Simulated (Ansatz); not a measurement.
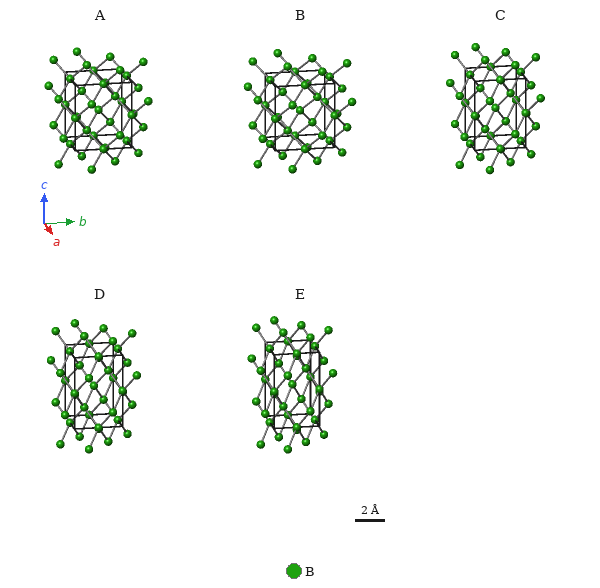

5 geometries from one relaxation of crystalline B (a generated structure, set up in Fddd) (coarse preliminary run), in shuffled order. Style: ball-and-stick. Shown: the conventional cell (4 times the calculation's cell), slightly off an axis. Lengths and directions refer to the drawn axes.

Theory: DFT PBE, scalar-relativistic, plane waves, PAW (Ansatz). Settings: plane-wave cutoff 420 eV; k-point mesh 8 × 8 × 8; occupations gaussian; smearing width 0.1 eV; no spin polarisation; cell and atoms relaxed; force threshold 0.04 eV/Å; at most 70 steps.

Q: Order the frames from highest to lowest energy.

A: B, A, C, D, E. They are steps 0, 1, 3, 4, 11, at +1.085 eV per cell of the calculation, +0.931 eV per cell of the calculation, +0.365 eV per cell of the calculation, +0.115 eV per cell of the calculation relative to the last. The atoms keep their places relative to the cell (all moves are under 0.005 Å). The volume changes by −20.2 %, with a 3.466 → 3.160 Å (−8.8 %), b 4.225 → 3.207 Å (−24.1 %), c 4.630 → 5.340 Å (+15.3 %). Near-neighbour distances that change, for instance: B–B 2.732 → 2.251 Å, B–B 1.791 → 1.746 Å. Bond angles that change, for instance: B–B–B 99.4° → 80.3°, B–B–B 107.7° → 125.3°, B–B–B 122.1° → 126.2°. The space group stays Fddd (No. 70). After 9 accepted moves (11 points after the start) the energy has fallen by 1.085 eV per cell of the calculation. All forces vanish by symmetry, so only the cell relaxes. Pressure: −9.85 GPa at the start and 0.00 GPa at the end. At 2 points the geometry stayed and the basis and grid were re-selected for the new cell (energy shift of 5.2 meV per cell of the calculation at most each time). Cost: 12 s on 1 thread of Arm Neoverse V1, on a shared host, peak memory 0.27 GiB.
